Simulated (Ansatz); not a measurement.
# Geometry relaxation, with input and output: MoS$_{2}$ (part 1 of 3)

- system: MoS$_{2}$ (R3m, 3 atoms in the cell)
- method: DFT PBE, scalar-relativistic, plane waves, PAW (Ansatz 0.2.0)

The structure derives from a Materials Project entry. The run did not end well. It belongs to a series of runs on one base structure; here: relaxed at -1 GPa.

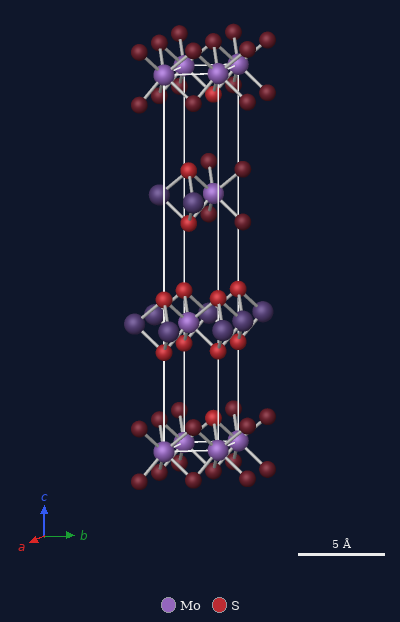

Fig. 1: The input geometry (ball-and-stick view of the cell 3 times as large as that of the calculation, set on its symmetry axes, seen slightly off an axis; neighbours outside the cell are drawn fainter). An atom can appear more than once, as a periodic image.

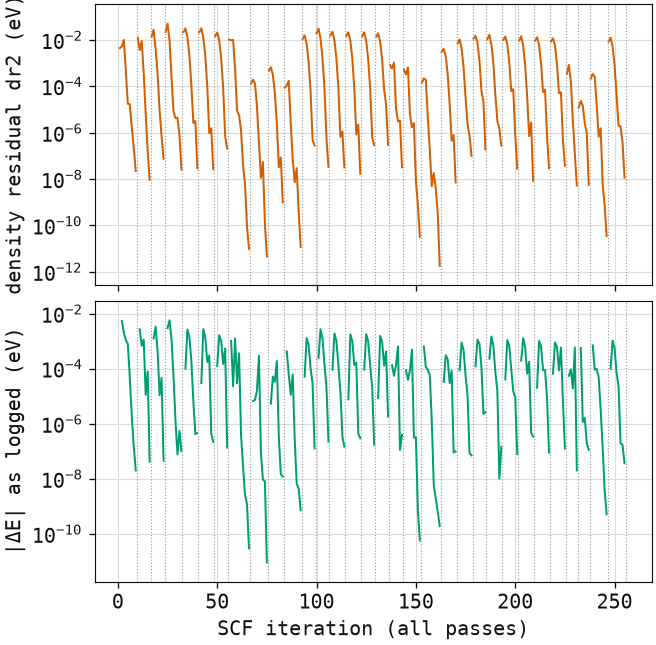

Fig. 2: Convergence of the self-consistent field: density residual dr2 and size of the energy change against the SCF iteration. Dotted lines part the SCF passes that the log prints in full.

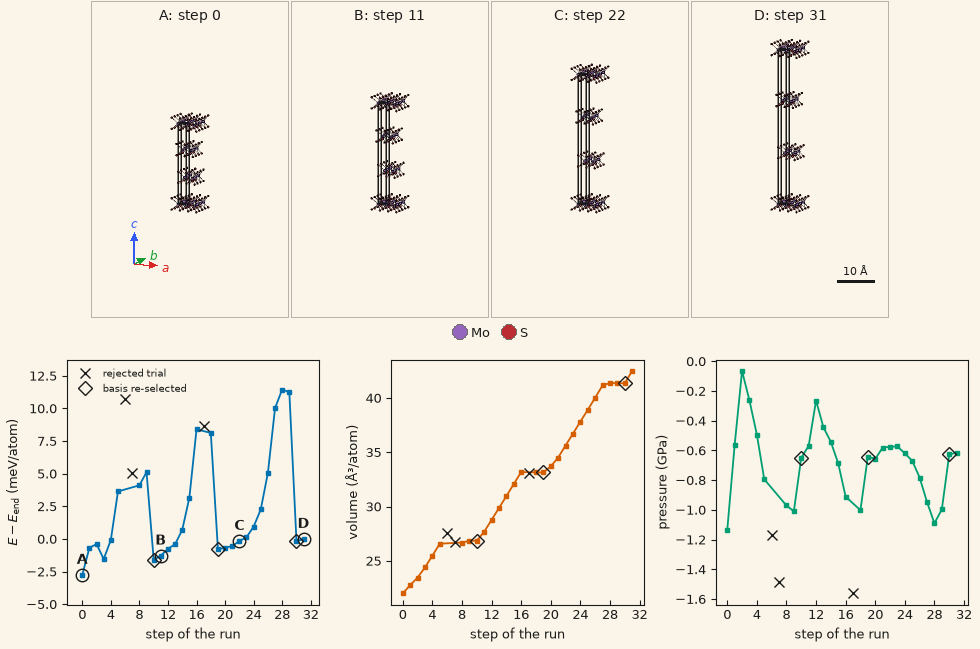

Fig. 3: Frames of the relaxation (ball-and-stick view of the cell 3 times as large as that of the calculation, set on its symmetry axes, repeated 2 × 3 × 1, with bonded neighbours outside it, seen at an oblique angle) above the curves, on which the letters mark them (the first geometry is step 0 here and step 1 in the log).

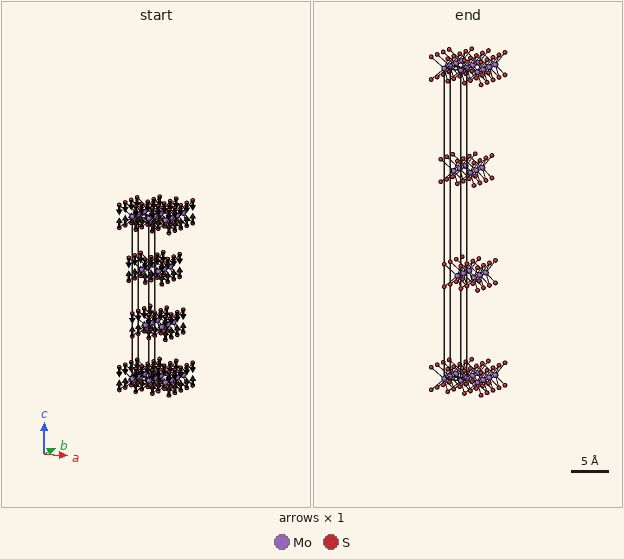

Fig. 4: Before (left) and after (right) the relaxation, at one scale (ball-and-stick view of the cell 3 times as large as that of the calculation, set on its symmetry axes, repeated 2 × 3 × 1, with bonded neighbours outside it, seen at an oblique angle). The black arrows give the displacements (without the part carried along by the change of the cell), at true length. The run was cut off at its time limit before the relaxation converged, so the last structure is only a point on the way. The energy rises by 2.8 meV per atom in 28 geometry steps. The largest force component goes from 0.16 to 0.004 eV/Å. The pressure goes from −1.14 to −0.62 GPa. The line search rejected the trial steps at points 6, 7, 17 (counted from 0) and went back. The basis was re-selected 3 times at an unchanged geometry, which shifts the energy a little without any move. The largest moves relative to the cell, 1.44 Å, are those of S2 and S3. Mo stays in place. The drawn cell changes as follows: a = b 3.196 → 3.211 Å (+0.5 %), c 22.388 → 42.833 Å (+91.3 %); the volume changes by +93.1 %. The space group stays R3m (No. 160). The energy change given includes the shifts at the re-selections in mid-walk, which come without any move. (Atoms are counted from 1 in the order of the input.)

The input that produced these results follows, with the program's output.

## Input file
```yaml
crystal:
  lattice:
    - [1.5977886754, 0.9224837218, 7.4626204014]
    - [-1.5977886754, 0.9224837218, 7.4626204014]
    - [0.0, -1.8449674437, 7.4626204014]
  atoms:
    - { symbol: Mo, position: [0.9997777586, 0.9997777586, 0.9997777586] }
    - { symbol: S, position: [0.4031330892, 0.4031330892, 0.4031330892] }
    - { symbol: S, position: [0.2630901522, 0.2630901522, 0.2630901522] }
basis:
  ecutwfc: 420
kpoints:
  mp_grid: { grid: [12, 12, 12] }
hamiltonian:
  xc: pbe
scf:
  occupations: { method: gaussian, width: 0.02 }
output:
  forces: true
  stress: true
  eigenvalues: true
relax:
  adjacent_minimum: "off"
  f_tol: 0.008
  max_steps: 50
  cell: { stress_tol: 0.08, p_target: -1.0 }
```

Run as:
```bash
ansatz run input.yaml --threads 1 --pin off --max-ram 2560MiB --backend cpu --events-out ev --progress --plain --runs-dir out
```

## The program's output
```
basis.fft_grid_basis auto: the FFT boxes are laid along the combinations [[1, 0, -1], [0, 1, -1], [0, 0, 1]] of the cell's own vectors, 3.196, 3.196 and 7.687 Å long. The dense box has 24×24×54 points. Along the cell's own vectors, as sized, it would have 54×54×54, 5.06 times as many. Of the 6 symmetry operations that the crystal satisfies within crystal.symmetry.tolerance (time reversal apart; of a slab, those that keep its plane) the dense box along the cell's own vectors carries 6, and the one as laid loses 4 of those. basis.fft_grid_basis: typed keeps the cell's own vectors: state it where this run's energies or levels are differenced outside the engine with another run's, or held beside a run that keeps those vectors.
Engine: ansatz 0.2.0, aarch64-unknown-linux-gnu
Pseudopotentials: kind: paw
Pseudopotential: Mo, paw, valence charge 14, recommended cutoff 420 eV (normal), Mo.paw.azcp
Pseudopotential: S, paw, valence charge 6, recommended cutoff 420 eV (normal), S.paw.azcp
Functional definition: PBE
  parameter kappa = 0.804
  parameter beta = 0.06672455060314922
  exchange = pbe_x(kappa = kappa, mu = beta*pi^2/3)
  correlation = pbe_c(beta = beta)
Crystal: 3 atoms, lattice volume = 65.996 Å³
Basis set: ecut = 420 eV, 1291 PW (Γ), FFT grids on a1−a3, a2−a3, a3, exchange–correlation on 48×48×108 points (8 copies of the dense FFT grid, shifted against one another)
Bands: 17, of which v1, the nominal top of the filled ones, is band 13 counted from 1 (12 counted from 0)
Symmetry: 6 space group operations
Space group: R3m (ITA 160), of the structure as read, at distance tolerance 4.0e-5 Å
k-points: 189 of 1728 (time reversal used)
Non-local potential: Mo, projectors of the file, l = 0: 3, l = 1: 2, l = 2: 2, l = 3: 1
Non-local potential: S, projectors of the file, l = 0: 2, l = 1: 2, l = 2: 2
PAW form: soft (Blöchl's): semilocal exchange-correlation on the pseudo side does not see the compensation charge
PAW one-centre angular grid: Mo, 590 points (default); XC on 64 Gauss nodes
PAW one-centre angular grid: S, 110 points (default); XC on 64 Gauss nodes
Initial density: superposition of atomic densities (neutral atoms: chi_scale 0, normalization atom), corrected by the library's trained network
Initial wavefunctions: pseudopotential atomic-orbital guess
Functional: x = pbe(κ = 0.804, μ = 0.2195149727645171), c = pbe(β = 0.06672455060314922)
SCF iter   1: F=—  HF=-6762.811188 eV  |F-HF|=—  |Δ(HF+E_count)|=         —  Δρ=4.82e-3  dr2=4.37e-3  ethr=1.77e-3  ⟨swp⟩=6.5  Hψ=18245  notcnv=0
preconditioner: auto → none  [insulator: Δε(μ)=1.424 eV  Ē_g=7.953 eV  σ=0.020 eV  W_gap=1.00  n_scr=10 (ndim 8)  ℏωp=19.4 eV  f_vac=0.190  D(μ)=0.00/eV (n_scr^D=0)  ε∞_Penn≈6.9]
SCF iter   2: F=—  HF=-6762.816537 eV  |F-HF|=—  |Δ(HF+E_count)|=   5.35e-3  Δρ=2.92e-3  dr2=5.13e-3  ethr=1.68e-5  ⟨swp⟩=2.5  Hψ=7919  notcnv=0
SCF iter   3: F=—  HF=-6762.818547 eV  |F-HF|=—  |Δ(HF+E_count)|=   2.01e-3  Δρ=2.65e-3  dr2=9.92e-3  ethr=1.68e-5  ⟨swp⟩=2.0  Hψ=5304  notcnv=0
SCF iter   4: F=—  HF=-6762.817454 eV  |F-HF|=—  |Δ(HF+E_count)|=   1.09e-3  Δρ=1.49e-3  dr2=4.62e-4  ethr=1.68e-5  ⟨swp⟩=2.3  Hψ=4995  notcnv=0
SCF iter   5: F=—  HF=-6762.818241 eV  |F-HF|=—  |Δ(HF+E_count)|=   7.87e-4  Δρ=1.02e-4  dr2=1.75e-5  ethr=1.78e-6  ⟨swp⟩=2.0  Hψ=5101  notcnv=0
SCF iter   6: F=—  HF=-6762.818193 eV  |F-HF|=—  |Δ(HF+E_count)|=   4.81e-5  Δρ=8.06e-5  dr2=1.66e-5  ethr=6.72e-8  ⟨swp⟩=2.1  Hψ=4881  notcnv=0
SCF iter   7: F=—  HF=-6762.818191 eV  |F-HF|=—  |Δ(HF+E_count)|=   1.82e-6  Δρ=3.02e-5  dr2=1.74e-6  ethr=6.40e-8  ⟨swp⟩=2.0  Hψ=3766  notcnv=0
SCF iter   8: F=—  HF=-6762.818191 eV  |F-HF|=—  |Δ(HF+E_count)|=   1.51e-7  Δρ=1.13e-5  dr2=2.22e-7  ethr=6.71e-9  ⟨swp⟩=2.0  Hψ=4289  notcnv=0
SCF iter   9: F=-6762.818191 eV  HF=-6762.818191 eV  |F-HF|=1.55e-8  |Δ(HF+E_count)|=   1.97e-8  Δρ=3.26e-6  dr2=2.20e-8  ethr=3.85e-10  ⟨swp⟩=5.4  Hψ=12219  notcnv=0
SCF 1 converged in 9 iterations: F = -6762.818191 eV  dr2 = 2.20e-8
  greatest PAW one-centre occupation: 0.998 electrons in one spin orbital (limit 2), on the Mo atom at site 0 (counted from 0), in its partial waves of l = 0
relax step   1: F+E_penalty+E_count = -6762.81819087 eV  Δ(F+E_penalty+E_count) = +0.000e0 eV  max|allowed force component| = 1.550e-1 eV/Å  Δτ_max = 0.0000 Å  P = -1.135 GPa  Ω = 65.996 Å³  (9 SCF iters, dr2 threshold 1.00e-7 eV, accepted)
Crystal: 3 atoms, lattice volume = 68.299 Å³
Basis set: ecut = 420 eV, 1357 PW (Γ), FFT grids on a1−a3, a2−a3, a3, exchange–correlation on 48×48×108 points (8 copies of the dense FFT grid, shifted against one another)
Initial density: handed on by an earlier stage of this run
Initial wavefunctions: those handed on with the density
iter 1 solved again at ethr=4.76e-5 eV; its pass at ethr=3.10e-3 eV (dr2=1.24e-2 eV) is discarded
SCF iter   1: F=—  HF=-6762.814998 eV  |F-HF|=—  |Δ(HF+E_count)|=         —  Δρ=4.37e-3  dr2=1.26e-2  ethr=4.76e-5  ⟨swp⟩=2.0  Hψ=22006  notcnv=0
preconditioner: auto → none  [insulator: Δε(μ)=1.254 eV  Ē_g=7.963 eV  σ=0.020 eV  W_gap=1.00  n_scr=10 (ndim 8)  ℏωp=19.1 eV  f_vac=0.216  D(μ)=0.00/eV (n_scr^D=0)  ε∞_Penn≈6.7]
SCF iter   2: F=—  HF=-6762.812341 eV  |F-HF|=—  |Δ(HF+E_count)|=   2.66e-3  Δρ=2.19e-3  dr2=3.59e-3  ethr=4.76e-5  ⟨swp⟩=2.0  Hψ=5412  notcnv=0
SCF iter   3: F=—  HF=-6762.813016 eV  |F-HF|=—  |Δ(HF+E_count)|=   6.76e-4  Δρ=2.20e-3  dr2=8.80e-3  ethr=1.38e-5  ⟨swp⟩=2.6  Hψ=6208  notcnv=0  recentre
SCF iter   4: F=—  HF=-6762.811890 eV  |F-HF|=—  |Δ(HF+E_count)|=   1.13e-3  Δρ=7.97e-4  dr2=3.66e-4  ethr=1.38e-5  ⟨swp⟩=2.0  Hψ=5088  notcnv=0
SCF iter   5: F=—  HF=-6762.811879 eV  |F-HF|=—  |Δ(HF+E_count)|=   1.11e-5  Δρ=1.27e-4  dr2=6.69e-6  ethr=1.41e-6  ⟨swp⟩=2.6  Hψ=4791  notcnv=0
SCF iter   6: F=—  HF=-6762.811957 eV  |F-HF|=—  |Δ(HF+E_count)|=   7.87e-5  Δρ=1.88e-5  dr2=1.57e-7  ethr=1.15e-9  ⟨swp⟩=4.6  Hψ=16471  notcnv=0
SCF iter   7: F=-6762.811957 eV  HF=-6762.811957 eV  |F-HF|=1.33e-9  |Δ(HF+E_count)|=   4.14e-8  Δρ=5.55e-6  dr2=9.16e-9  ethr=6.05e-10  ⟨swp⟩=2.8  Hψ=12678  notcnv=0
SCF 2 converged in 7 iterations: F = -6762.811957 eV  dr2 = 9.16e-9
relax step   2: F+E_penalty+E_count = -6762.81195742 eV  Δ(F+E_penalty+E_count) = +6.233e-3 eV  max|allowed force component| = 1.629e-1 eV/Å  Δτ_max = 0.0588 Å  P = -0.563 GPa  Ω = 68.299 Å³  energy of the carried Pulay correction = -2.019e-4 eV  (7 SCF iters, dr2 threshold 3.00e-7 eV, accepted)
[... from here on the SCF iterations and repeated set-up lines of each step are left out, up to the last step ...]
SCF 3 converged in 7 iterations: F = -6762.811100 eV  dr2 = 7.38e-8
relax step   3: F+E_penalty+E_count = -6762.81109970 eV  Δ(F+E_penalty+E_count) = +8.577e-4 eV  max|allowed force component| = 2.460e-1 eV/Å  Δτ_max = 0.0508 Å  P = -0.065 GPa  Ω = 70.362 Å³  energy of the carried Pulay correction = -3.771e-4 eV  (7 SCF iters, dr2 threshold 3.00e-7 eV, accepted)
SCF 4 converged in 9 iterations: F = -6762.814545 eV  dr2 = 2.54e-8
relax step   4: F+E_penalty+E_count = -6762.81454511 eV  Δ(F+E_penalty+E_count) = -3.445e-3 eV  max|allowed force component| = 1.097e-1 eV/Å  Δτ_max = 0.0545 Å  P = -0.263 GPa  Ω = 73.179 Å³  energy of the carried Pulay correction = -6.079e-4 eV  (9 SCF iters, dr2 threshold 3.00e-7 eV, accepted)
SCF 5 converged in 8 iterations: F = -6762.810158 eV  dr2 = 2.89e-8
relax step   5: F+E_penalty+E_count = -6762.81015784 eV  Δ(F+E_penalty+E_count) = +4.387e-3 eV  max|allowed force component| = 7.862e-2 eV/Å  Δτ_max = 0.0573 Å  P = -0.492 GPa  Ω = 76.416 Å³  energy of the carried Pulay correction = -8.620e-4 eV  (8 SCF iters, dr2 threshold 3.00e-7 eV, accepted)
SCF 6 converged in 8 iterations: F = -6762.799003 eV  dr2 = 2.65e-8
relax step   6: F+E_penalty+E_count = -6762.79900274 eV  Δ(F+E_penalty+E_count) = +1.116e-2 eV  max|allowed force component| = 4.740e-2 eV/Å  Δτ_max = 0.0545 Å  P = -0.794 GPa  Ω = 79.752 Å³  energy of the carried Pulay correction = -1.112e-3 eV  (8 SCF iters, dr2 threshold 3.00e-7 eV, accepted)
SCF 7 converged in 7 iterations: F = -6762.777674 eV  dr2 = 2.04e-7
relax step   7: F+E_penalty+E_count = -6762.77767445 eV  Δ(F+E_penalty+E_count) = +2.133e-2 eV  max|allowed force component| = 2.268e-2 eV/Å  Δτ_max = 0.0441 Å  P = -1.172 GPa  Ω = 82.661 Å³  energy of the carried Pulay correction = -1.321e-3 eV  (7 SCF iters, dr2 threshold 3.00e-7 eV, rejected (line search))
SCF 8 converged in 11 iterations: F = -6762.794824 eV  dr2 = 9.76e-12
relax step   8: F+E_penalty+E_count = -6762.79482449 eV  Δ(F+E_penalty+E_count) = +4.178e-3 eV  max|allowed force component| = 1.721e-1 eV/Å  Δτ_max = 0.0001 Å  P = -1.482 GPa  Ω = 80.247 Å³  energy of the carried Pulay correction = -1.148e-3 eV  (11 SCF iters, rejected (line search))
SCF 9 converged in 9 iterations: F = -6762.797602 eV  dr2 = 4.57e-12
relax step   9: F+E_penalty+E_count = -6762.79760193 eV  Δ(F+E_penalty+E_count) = +1.401e-3 eV  max|allowed force component| = 3.012e-3 eV/Å  Δτ_max = 0.0028 Å  P = -0.970 GPa  Ω = 80.044 Å³  energy of the carried Pulay correction = -1.133e-3 eV  (9 SCF iters, accepted)
SCF 10 converged in 8 iterations: F = -6762.794576 eV  dr2 = 9.66e-10
relax step  10: F+E_penalty+E_count = -6762.79457585 eV  Δ(F+E_penalty+E_count) = +3.026e-3 eV  max|allowed force component| = 3.215e-3 eV/Å  Δτ_max = 0.0082 Å  P = -1.009 GPa  Ω = 80.558 Å³  energy of the carried Pulay correction = -1.171e-3 eV  (8 SCF iters, dr2 threshold 2.90e-8 eV, accepted)
SCF 11 converged in 9 iterations: F = -6762.814655 eV  dr2 = 1.16e-11
relax step  11: F+E_penalty+E_count = -6762.81465476 eV  Δ(F+E_penalty+E_count) = -2.008e-2 eV  max|allowed force component| = 8.556e-3 eV/Å  Δτ_max = 0.0000 Å  P = -0.648 GPa  Ω = 80.558 Å³  stress off target by 9.22e-1 GPa  SCF on the basis re-selected at this cell (its energy is not comparable with the rows above)  (9 SCF iters)
SCF 12 converged in 7 iterations: F = -6762.813769 eV  dr2 = 2.75e-7
relax step  12: F+E_penalty+E_count = -6762.81376854 eV  Δ(F+E_penalty+E_count) = +8.862e-4 eV  max|allowed force component| = 2.030e-2 eV/Å  Δτ_max = 0.0389 Å  P = -0.569 GPa  Ω = 83.038 Å³  energy of the carried Pulay correction = -2.131e-4 eV  (7 SCF iters, dr2 threshold 3.00e-7 eV, accepted)
SCF 13 converged in 7 iterations: F = -6762.812194 eV  dr2 = 3.36e-8
relax step  13: F+E_penalty+E_count = -6762.81219391 eV  Δ(F+E_penalty+E_count) = +1.575e-3 eV  max|allowed force component| = 1.147e-1 eV/Å  Δτ_max = 0.0505 Å  P = -0.264 GPa  Ω = 86.301 Å³  energy of the carried Pulay correction = -5.787e-4 eV  (7 SCF iters, dr2 threshold 3.00e-7 eV, accepted)
SCF 14 converged in 8 iterations: F = -6762.811133 eV  dr2 = 3.10e-8
relax step  14: F+E_penalty+E_count = -6762.81113259 eV  Δ(F+E_penalty+E_count) = +1.061e-3 eV  max|allowed force component| = 6.743e-2 eV/Å  Δτ_max = 0.0414 Å  P = -0.444 GPa  Ω = 89.585 Å³  energy of the carried Pulay correction = -1.067e-3 eV  (8 SCF iters, dr2 threshold 3.00e-7 eV, accepted)
SCF 15 converged in 8 iterations: F = -6762.807845 eV  dr2 = 1.71e-8
relax step  15: F+E_penalty+E_count = -6762.80784463 eV  Δ(F+E_penalty+E_count) = +3.288e-3 eV  max|allowed force component| = 5.958e-2 eV/Å  Δτ_max = 0.0398 Å  P = -0.542 GPa  Ω = 92.870 Å³  energy of the carried Pulay correction = -1.609e-3 eV  (8 SCF iters, dr2 threshold 3.00e-7 eV, accepted)
SCF 16 converged in 7 iterations: F = -6762.800444 eV  dr2 = 2.85e-7
relax step  16: F+E_penalty+E_count = -6762.80044427 eV  Δ(F+E_penalty+E_count) = +7.400e-3 eV  max|allowed force component| = 4.791e-2 eV/Å  Δτ_max = 0.0379 Å  P = -0.687 GPa  Ω = 96.212 Å³  energy of the carried Pulay correction = -2.130e-3 eV  (7 SCF iters, dr2 threshold 3.00e-7 eV, accepted)
SCF 17 converged in 7 iterations: F = -6762.784749 eV  dr2 = 2.98e-7
relax step  17: F+E_penalty+E_count = -6762.78474929 eV  Δ(F+E_penalty+E_count) = +1.569e-2 eV  max|allowed force component| = 3.806e-2 eV/Å  Δτ_max = 0.0353 Å  P = -0.911 GPa  Ω = 99.548 Å³  energy of the carried Pulay correction = -2.621e-3 eV  (7 SCF iters, dr2 threshold 3.00e-7 eV, accepted)
SCF 18 converged in 7 iterations: F = -6762.784069 eV  dr2 = 3.18e-8
relax step  18: F+E_penalty+E_count = -6762.78406914 eV  Δ(F+E_penalty+E_count) = +6.801e-4 eV  max|allowed force component| = 2.236e-1 eV/Å  Δτ_max = 0.0119 Å  P = -1.562 GPa  Ω = 99.244 Å³  energy of the carried Pulay correction = -2.578e-3 eV  (7 SCF iters, dr2 threshold 9.05e-8 eV, rejected (line search))
SCF 19 converged in 9 iterations: F = -6762.785539 eV  dr2 = 3.16e-11
relax step  19: F+E_penalty+E_count = -6762.78553942 eV  Δ(F+E_penalty+E_count) = -7.901e-4 eV  max|allowed force component| = 9.798e-4 eV/Å  Δτ_max = 0.0024 Å  P = -1.002 GPa  Ω = 99.436 Å³  energy of the carried Pulay correction = -2.605e-3 eV  (9 SCF iters, accepted)
SCF 20 converged in 10 iterations: F = -6762.812320 eV  dr2 = 1.81e-12
relax step  20: F+E_penalty+E_count = -6762.81232037 eV  Δ(F+E_penalty+E_count) = -2.678e-2 eV  max|allowed force component| = 7.914e-3 eV/Å  Δτ_max = 0.0000 Å  P = -0.640 GPa  Ω = 99.436 Å³  stress off target by 9.60e-1 GPa  SCF on the basis re-selected at this cell (its energy is not comparable with the rows above)  (10 SCF iters)
SCF 21 converged in 8 iterations: F = -6762.811912 eV  dr2 = 7.09e-9
relax step  21: F+E_penalty+E_count = -6762.81191244 eV  Δ(F+E_penalty+E_count) = +4.079e-4 eV  max|allowed force component| = 9.628e-3 eV/Å  Δτ_max = 0.0168 Å  P = -0.657 GPa  Ω = 101.105 Å³  energy of the carried Pulay correction = -1.023e-4 eV  (8 SCF iters, dr2 threshold 3.00e-7 eV, accepted)
SCF 22 converged in 8 iterations: F = -6762.811591 eV  dr2 = 9.86e-8
relax step  22: F+E_penalty+E_count = -6762.81159149 eV  Δ(F+E_penalty+E_count) = +3.209e-4 eV  max|allowed force component| = 1.811e-2 eV/Å  Δτ_max = 0.0250 Å  P = -0.580 GPa  Ω = 103.552 Å³  energy of the carried Pulay correction = -2.498e-4 eV  (8 SCF iters, dr2 threshold 3.00e-7 eV, accepted)
SCF 23 converged in 7 iterations: F = -6762.810399 eV  dr2 = 1.86e-7
relax step  23: F+E_penalty+E_count = -6762.81039948 eV  Δ(F+E_penalty+E_count) = +1.192e-3 eV  max|allowed force component| = 3.554e-2 eV/Å  Δτ_max = 0.0307 Å  P = -0.575 GPa  Ω = 106.859 Å³  energy of the carried Pulay correction = -4.436e-4 eV  (7 SCF iters, dr2 threshold 3.00e-7 eV, accepted)
SCF 24 converged in 8 iterations: F = -6762.809543 eV  dr2 = 2.73e-7
relax step  24: F+E_penalty+E_count = -6762.80954260 eV  Δ(F+E_penalty+E_count) = +8.569e-4 eV  max|allowed force component| = 3.594e-2 eV/Å  Δτ_max = 0.0287 Å  P = -0.573 GPa  Ω = 110.132 Å³  energy of the carried Pulay correction = -6.305e-4 eV  (8 SCF iters, dr2 threshold 3.00e-7 eV, accepted)
SCF 25 converged in 8 iterations: F = -6762.807087 eV  dr2 = 2.75e-8
```
